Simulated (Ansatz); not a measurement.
# Si12Ni5 (slab): what the fields show

The calculation's input:

```
crystal:
  lattice:
    - [3.8123023566, 0.0, 0.0]
    - [0.0, 3.8123023566, 0.0]
    - [0.0, 0.0, 28.4785242413]
  atoms:
    - { symbol: Si, position: [0.5, 0.0, 0.2633563431] }
    - { symbol: Si, position: [0.0, 0.5, 0.2633563431] }
    - { symbol: Ni, position: [0.5, 0.5, 0.3106850744] }
    - { symbol: Si, position: [0.0, 0.5, 0.3580138058] }
    - { symbol: Si, position: [0.5, 0.0, 0.3580138058] }
    - { symbol: Ni, position: [0.0, 0.0, 0.4053425372] }
    - { symbol: Si, position: [0.5, 0.0, 0.4526712686] }
    - { symbol: Si, position: [0.0, 0.5, 0.4526712686] }
    - { symbol: Ni, position: [0.5, 0.5, 0.5] }
    - { symbol: Si, position: [0.0, 0.5, 0.5473287314] }
    - { symbol: Si, position: [0.5, 0.0, 0.5473287314] }
    - { symbol: Ni, position: [0.0, 0.0, 0.5946574628] }
    - { symbol: Si, position: [0.5, 0.0, 0.6419861942] }
    - { symbol: Si, position: [0.0, 0.5, 0.6419861942] }
    - { symbol: Ni, position: [0.5, 0.5, 0.6893149256] }
    - { symbol: Si, position: [0.0, 0.5, 0.7366436569] }
    - { symbol: Si, position: [0.5, 0.0, 0.7366436569] }
basis:
  ecutwfc: 420
kpoints:
  mp_grid: { grid: [9, 9, 1] }
hamiltonian:
  xc: pbesol
scf:
  occupations: { method: gaussian, width: 0.1 }
output:
  forces: true
  eigenvalues: true
  write_density: true
  write_potential: true
  elf: true
  volumetric_format: npy
relax:
  adjacent_minimum: "off"
  f_tol: 0.02
  max_steps: 60
efield:
  axis: 3
  dipole_correction: true
  ramp_width: 0.04
```

Run with:

```sh
ansatz run input.yaml --threads 2 --pin off --max-ram 5120MiB --backend cpu --events-out ev --progress --plain --runs-dir out
```

The fields are those of the run's last geometry, not of the input's.

Computed without spin polarisation.

Theory: DFT PBEsol, scalar-relativistic, plane waves, PAW (Ansatz 0.2.0).

In a PAW calculation such maps are meaningful between the atoms, not at the nuclei.

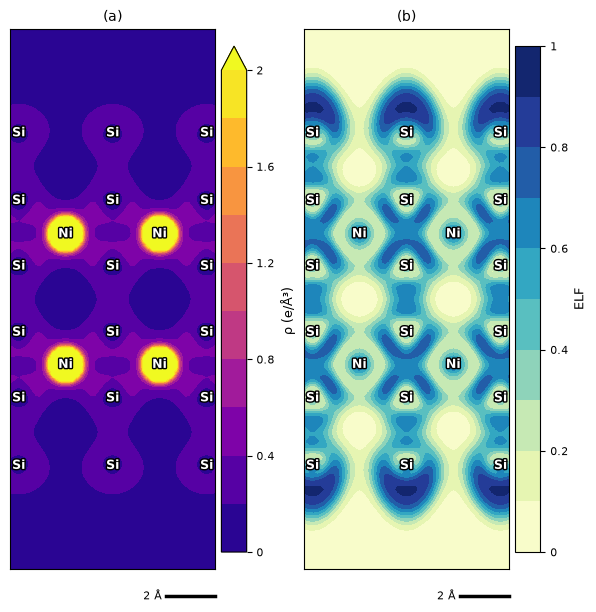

Figure 1. (a) valence charge density (pseudo); (b) ELF on the (100) plane of the calculation cell, a cut from vacuum to vacuum.

Describe what can be read from this map.

The plane passes through Si and Ni nuclei.
Si–Ni (2.34 Å): ρ at the midpoint is about 0.48 e/Å³; the ELF peaks at about 0.75 in the valence shell of Si, 0.9 Å from its nucleus, and is about 0.55 at the midpoint.
The density dies away to nearly zero in the vacuum.
The features right at Ni lie inside the PAW spheres, where the map follows smoothed inner orbitals and isn't to be read closely.

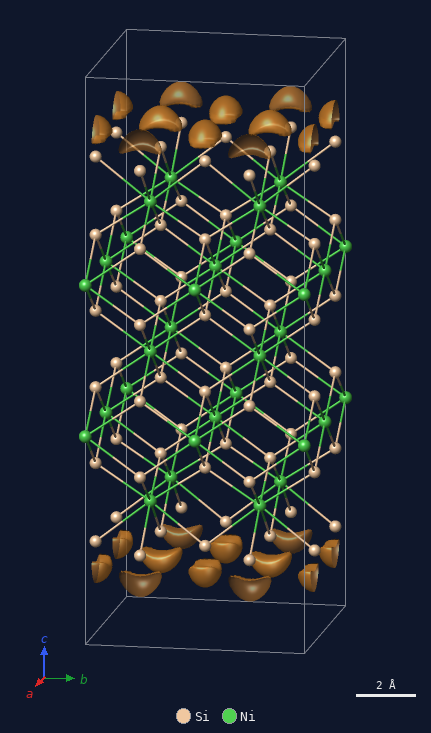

Figure 2. Isosurface of the electron localisation function at 0.85 (orange), seen slightly off an axis. Only the valence region is drawn (cores and ρ < 0.01 e/Å³ removed). Sticks mark near contacts.

What do the ELF domains correspond to?

The ELF exceeds this value in four lobes on Si, pointing away from the bonds (lone pairs), counted in one cell of 17 atoms. Counts are for one cell; the picture repeats the cell along the surface.


Si–Ni (2.28 Å): the ELF peaks at about 0.75 in the valence shell of Si, 0.9 Å from its nucleus, and is about 0.50 at the midpoint. Si–Ni (2.33 Å): the ELF peaks at about 0.75 in the valence shell of Si, 0.9 Å from its nucleus, and is about 0.55 at the midpoint.

Metal or insulator at this level of theory?

It is metallic or semimetallic at this level of theory: no gap opens.
